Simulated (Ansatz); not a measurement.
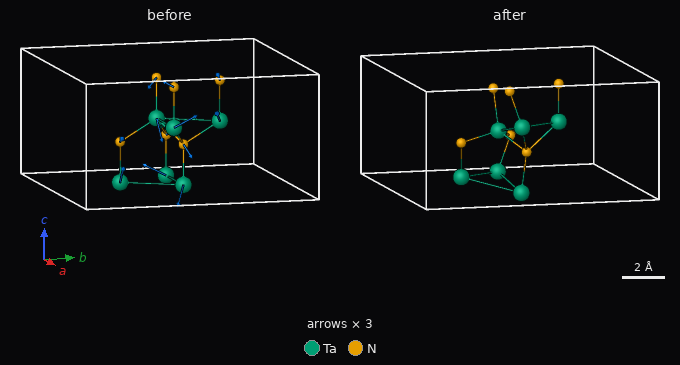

The structure of a wire of composition TaN before (left) and after (right) a relaxation, at one scale. The blue arrows give the displacements (the part carried along by the change of the cell is left out), 3 times their true length.

A ball-and-stick model of the cell of the calculation, with the vacuum cut short, seen slightly off an axis.

Case: wire along [0 0 1], 12 atoms a period.

Level of theory: DFT PBE, scalar-relativistic, plane waves, PAW (Ansatz 0.2.0). Set-up: plane-wave cutoff 420 eV; k-point mesh 1 × 1 × 9; occupations gaussian; smearing width 0.05 eV; collinear spin; cell relaxed at fixed a, b, alpha, beta, gamma; force threshold 0.02 eV/Å; at most 45 steps.

Question: Describe what moved and what it gained.

Answer: The largest moves relative to the centre of the atoms, 0.45 Å, are those of Ta atoms. Largest moves by element: Ta 0.45 Å, N 0.31 Å. Along the periodic axis the drawn cell goes c 6.105 → 5.740 Å (−6.0 %). Near-neighbour distances that change, for instance: Ta–Ta 3.554 → 2.893 Å, Ta–Ta 3.152 → 2.510 Å, Ta–Ta 3.554 → 3.258 Å, N–Ta 2.114 → 1.962 Å. Bond angles that change, for instance: Ta–N–Ta 96.4° → 72.4°, Ta–N–Ta 120.6° → 98.4°, N–Ta–N 96.4° → 118.4°. Over 8 accepted moves (11 points after the start) the energy falls by 6.169 eV per cell of the calculation. The largest force component goes from 4 to 0.012 eV/Å. The line search rejected the trial step at point 6 of the run. The SCF was repeated twice at an unchanged geometry on a basis and grid sized afresh for the cell, which shifted the energy by 13.5 meV per cell of the calculation at most. The program noted that the starting moments weren't kept.
